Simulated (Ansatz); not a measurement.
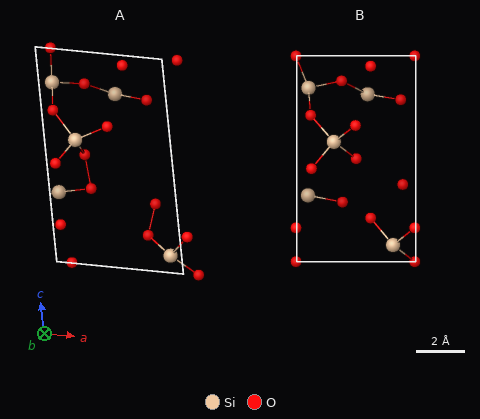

Two geometries of solid Si$_{5}$O$_{12}$ (a generated structure, set up in P1) (coarse preliminary run), drawn at one scale. One is the start of a relaxation, the other its converged end. The picture is a ball-and-stick view of the cell of the calculation (origin shifted), seen along the b axis.

Method: DFT PBE, scalar-relativistic, plane waves, PAW in Ansatz. Settings: plane-wave cutoff 420 eV; k-point mesh 3 × 3 × 2; occupations gaussian; smearing width 0.1 eV; mesh shifted by (0, 0, 0.5); no spin polarisation; cell and atoms relaxed; force threshold 0.04 eV/Å; at most 50 steps.

> Which geometry has the lower energy?

Structure A is the relaxed one. Case: 1 of 6 Si atoms taken out at random. After 23 accepted moves (28 points after the start) the energy has fallen by 274 meV per atom. Largest force component: 2.6 eV/Å at the start, 0.036 eV/Å at the end. The pressure goes from 2.24 to 0.04 GPa. The line search rejected the trial steps at points 10, 16 of the run. The SCF was repeated 3 times at an unchanged geometry on a basis and grid sized afresh for the cell, which shifted the energy by 6.6 meV per atom at most. The atom that moves furthest relative to the cell is an O atom (1.21 Å roughly along [−2 1 0]). Largest moves by element: O 1.21 Å, Si 0.57 Å. The drawn cell changes as follows: a 5.020 → 5.378 Å (+7.1 %), b 5.510 → 4.836 Å (−12.2 %), c 8.695 → 9.120 Å (+4.9 %), β 90.0° → 101.4°, γ 90.0° → 90.2°; the volume changes by −3.3 %. Among the contacts that change: O–Si 3.611 → 2.316 Å, O–O 2.696 → 1.465 Å, O–O 2.678 → 1.488 Å, O–Si 1.724 → 1.627 Å. New bonds form, among them: O–O (2.68 → 1.49 Å), O–O (2.70 → 1.47 Å). Among the angles between lasting bonds that change: Si–O–Si 143.4° → 166.5°, Si–O–Si 148.4° → 133.1°, Si–O–Si 148.5° → 133.5°. The space group stays P1 (No. 1). Cost: 70 s on 4 threads of Intel(R) Xeon(R) 6975P-C (Granite Rapids), with other jobs on the host, peak memory 0.69 GiB.
